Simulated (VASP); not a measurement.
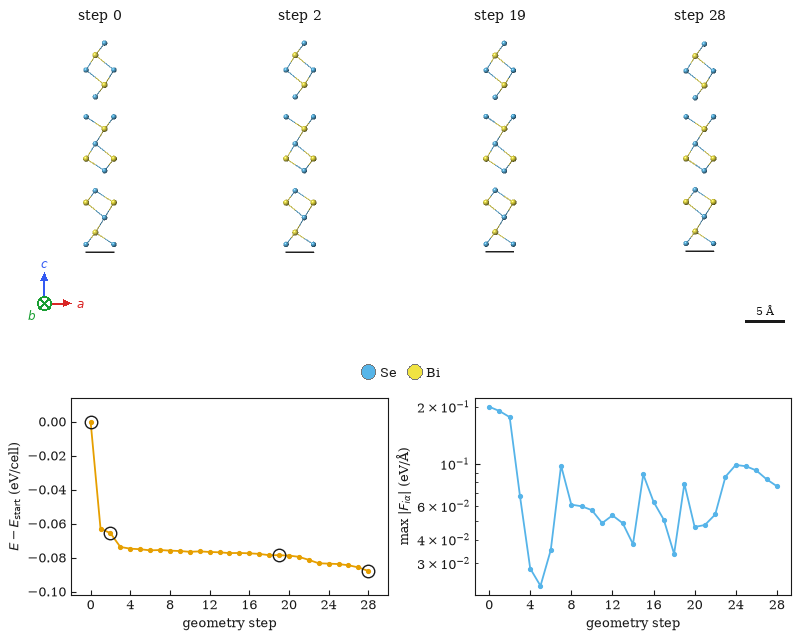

Frames of a relaxation of a slab of composition Bi₂Se₃, marked on the history of the run. Style: ball-and-stick. Shown: the 1 × 2 repeat of the cell, outlined in the plane, without the vacuum, along the b axis.

The run lets cell and atoms move.

All numbers below come from Kohn-Sham DFT of a periodic cell, LDA, VASP PAW LDA potentials, recommended (VASP).

The input:
```
SYSTEM = Bi2Se3
PREC = Accurate
ENCUT = 600
EDIFF = 1E-6
ISMEAR = 0
SIGMA = 0.03
LREAL = .False.
LASPH = .True.
NELM = 80
ALGO = Normal
ISIF = 3
LWAVE = .False.
LCHARG = .False.
GGA = CA
IBRION = 2
NSW = 90
EDIFFG = -0.01
LATTICE_CONSTRAINTS = .TRUE. .TRUE. .FALSE.
KPAR = 8
```

Launched with:
```bash
cat potpaw_LDA.64/Se/POTCAR potpaw_LDA.64/Bi_d/POTCAR > POTCAR
mpirun -np 8 vasp_std > vasp.out
```

**What happens along the run?**

The run was cut off at its time limit before the relaxation converged, so the last structure is only a point on the way. The energy falls by 87.8 meV per cell of the calculation in 28 geometry steps. The largest force component goes from 0.2 to 0.076 eV/Å. The largest moves, 0.13 Å, are those of Se and Bi atoms. By element the largest moves are Bi 0.13 Å, Se 0.13 Å. In the plane the drawn cell goes a 4.143 → 4.094 Å (−1.2 %), b 8.286 → 8.188 Å (−1.2 %). Near-neighbour distances that change, for instance: Bi–Se 3.075 → 3.034 Å, Bi–Se 2.851 → 2.827 Å. From step 0 to 2: energy −65.6 meV per cell of the calculation. From step 2 to 19: Bi atoms move most (0.05 Å), energy −13.0 meV per cell of the calculation. From step 19 to 28: Se atoms move most (0.09 Å), energy −9.3 meV per cell of the calculation.
